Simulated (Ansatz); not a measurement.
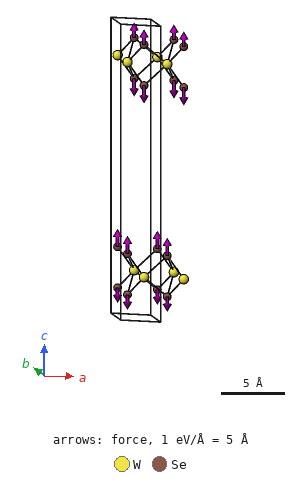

Starting geometry of solid WSe2 (set up in P-3m1) with the computed forces as purple arrows. Style: ball-and-stick. Shown: the cell of the calculation, repeated 2 × 2 × 1 with one cell outlined, slightly off an axis.

Method: Ansatz, DFT PBE, scalar-relativistic, plane waves, PAW.

Input
```yaml
crystal:
  lattice:
    - [3.3178532, 0.0, 0.0]
    - [-1.6589266, 2.87334516, 0.0]
    - [0.0, 0.0, 24.06851959]
  atoms:
    - { symbol: W, position: [0.66666667, 0.33333333, 0.14153752] }
    - { symbol: W, position: [0.33333333, 0.66666667, 0.85846248] }
    - { symbol: Se, position: [0.33333333, 0.66666667, 0.21059449] }
    - { symbol: Se, position: [0.66666667, 0.33333333, 0.92756212] }
    - { symbol: Se, position: [0.33333333, 0.66666667, 0.07243788] }
    - { symbol: Se, position: [0.66666667, 0.33333333, 0.78940551] }
basis:
  ecutwfc: 420
kpoints:
  mp_grid: { grid: [12, 12, 2] }
hamiltonian:
  xc: pbe
scf:
  occupations: { method: gaussian, width: 0.02 }
output:
  forces: true
  stress: true
  eigenvalues: true
relax:
  adjacent_minimum: "off"
  f_tol: 0.01
  max_steps: 80
  cell: { stress_tol: 0.05 }
```

Run as
```bash
ansatz run input.yaml --threads 1 --pin off --max-ram 2560MiB --backend cpu --events-out ev --progress --plain --runs-dir out
```

Question: What follows when this structure is relaxed?

Answer: It isn't relaxed: the largest force vector, on Se atoms, is 0.29 eV/Å. The final displacements have little in common with the starting forces (cosine between the two patterns −0.03). Over 6 accepted moves (7 points after the start) the energy falls by 3.7 meV per atom. The largest force component goes from 0.29 to 0.0013 eV/Å. The pressure goes from 0.92 to 0.00 GPa. At 1 point the geometry stayed and the basis and grid were re-selected for the new cell (energy shift of 0.1 meV per atom at most each time). The largest moves relative to the cell, 0.33 Å, are those of Se4 and Se5. Se4 goes along −c. By element the largest moves are Se 0.33 Å, W 0.29 Å. The volume changes by +3.3 %, with a = b 3.318 → 3.320 Å (+0.1 %), c 24.069 → 24.820 Å (+3.1 %). Among the contacts that change: W1–Se3 2.536 → 2.548 Å. The space group stays P-3m1 (No. 164).
